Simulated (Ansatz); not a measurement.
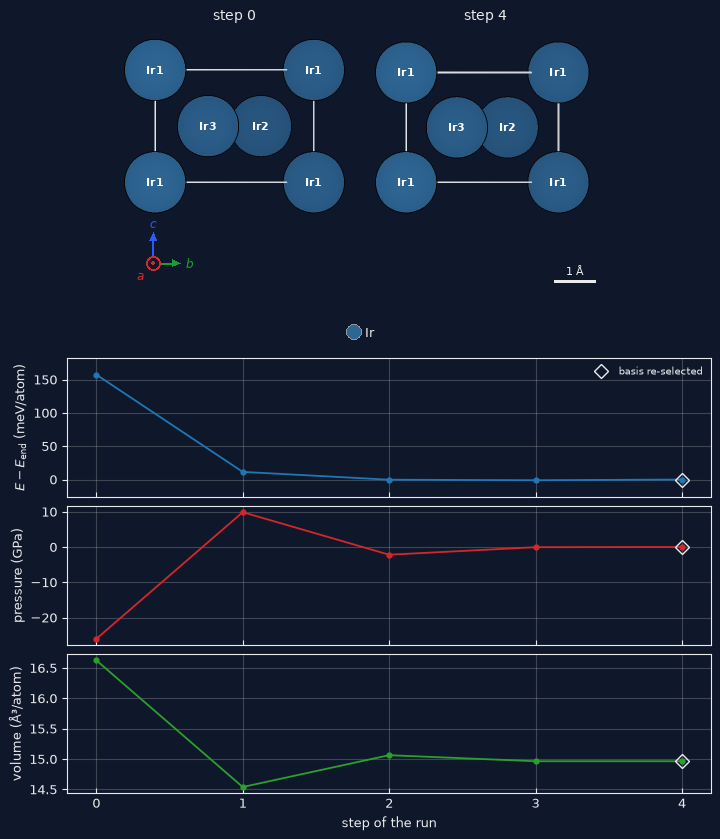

First and last geometry of a relaxation of solid Ir (built on the omega_191 type) (coarse preliminary run), with the history of the run. Style: spheres-only. Shown: the cell of the calculation, along the a axis.

Case: omega type (P6/mmm, No. 191).

Level of theory: Ansatz 0.2.0, DFT PBE, scalar-relativistic, plane waves, PAW.

Input
```yaml
crystal:
  lattice:
    - [4.5461018397, 0.0, 0.0]
    - [-2.2730509199, 3.9370396814, 0.0]
    - [0.0, 0.0, 2.7869580843]
  atoms:
    - { symbol: Ir, position: [0.0, 0.0, 0.0] }
    - { symbol: Ir, position: [0.3333333333, 0.6666666667, 0.5] }
    - { symbol: Ir, position: [0.6666666667, 0.3333333333, 0.5] }
basis:
  ecutwfc: 420
kpoints:
  mp_grid: { grid: [6, 6, 6] }
hamiltonian:
  xc: pbe
scf:
  occupations: { method: gaussian, width: 0.1 }
  lower_state_search: "off"
output:
  forces: true
  stress: true
  eigenvalues: true
relax:
  adjacent_minimum: "off"
  f_tol: 0.04
  max_steps: 70
  cell: { stress_tol: 0.4 }
```

Question: Did the run converge, and what did it change?

Answer: It converged. Over 3 accepted moves (4 points after the start) the energy falls by 158 meV per atom. All forces vanish by symmetry, so only the cell relaxes. Pressure: −26.01 GPa at the start and 0.03 GPa at the end. The SCF was repeated once at an unchanged geometry on a basis and grid sized afresh for the cell, which shifted the energy by 1.0 meV per atom at most. The atoms keep their places relative to the cell (all moves are under 0.005 Å). The volume changes by −10.0 %, with a = b 4.546 → 4.363 Å (−4.0 %), c 2.787 → 2.724 Å (−2.3 %). Some distances before and after: Ir2–Ir3 2.625 → 2.519 Å, Ir1–Ir1 2.787 → 2.724 Å. The space group stays P6/mmm (No. 191).

Limits of the set-up: the k-point mesh is coarse for a cell with partly filled bands.
